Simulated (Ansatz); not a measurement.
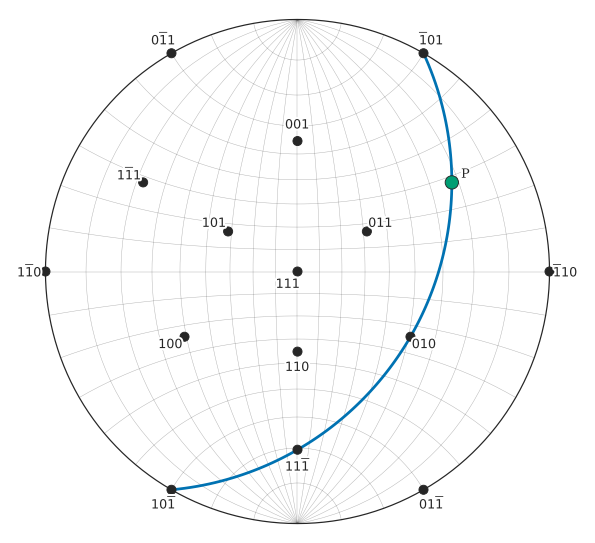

Stereographic projection of plane normals (upper hemisphere) centred on (1 1 1). Crystal: Cr, the end point of a relaxation with DFT r2SCAN, scalar-relativistic, plane waves, PAW in Ansatz 0.2.0; the starting structure was generated, so it need not be a known form of this composition. The drawing is computed from the coordinates (standard cell, symmetry found to 0.002 Å).

a = 5.040 Å, b = 5.040 Å, c = 5.040 Å, α = 90.00°, β = 90.00°, γ = 90.00°.

### Index the pole marked P.

P is (−1 1 1), 70.5° from the centre.

### Which zone does the coloured great circle trace?

The zone [1 0 1]: its poles satisfy h + l = 0.

### What is the angle between the normals of (1 −1 1) and (1 0 0), and what are their d_hkl = 1/|g|?

54.7°; d = 2.910 Å and 5.040 Å.
